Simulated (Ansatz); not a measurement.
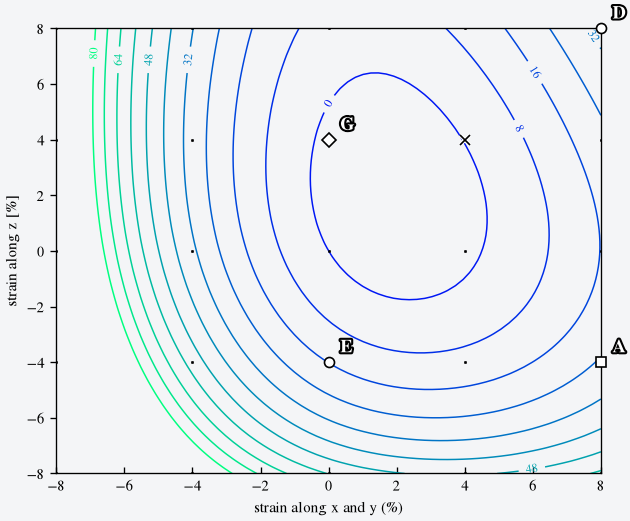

KI (Fm-3m, No. 225; 2 atoms in the cell). The cell is strained homogeneously, by one strain along x and y and another along z, with fractional coordinates fixed (x, y and z along the cube axes). First axis: strain along x and y. Second axis: strain along z. The scan uses a 5 × 5 grid. At 1 point there is no value. Points are written as (first, second). Energies: meV/atom, counted from the unstrained cell. The reference cell is the one listed in the database, not relaxed at this level. Computed with DFT PBE, scalar-relativistic, plane waves, PAW (Ansatz 0.2.0). Settings: cutoff 420 eV, k-mesh 6×6×6, gaussian smearing 0.05 eV, no spin polarisation.

Drawn: contour lines labelled in meV/atom (none above 80), crosses at grid points without a value, dots at the grid points, lettered points. Between grid points the surface is interpolated.

**Rank the lettered points by energy, lowest first.**

G (−1.6 meV/atom), E (16 meV/atom), A (25 meV/atom), D (35 meV/atom).
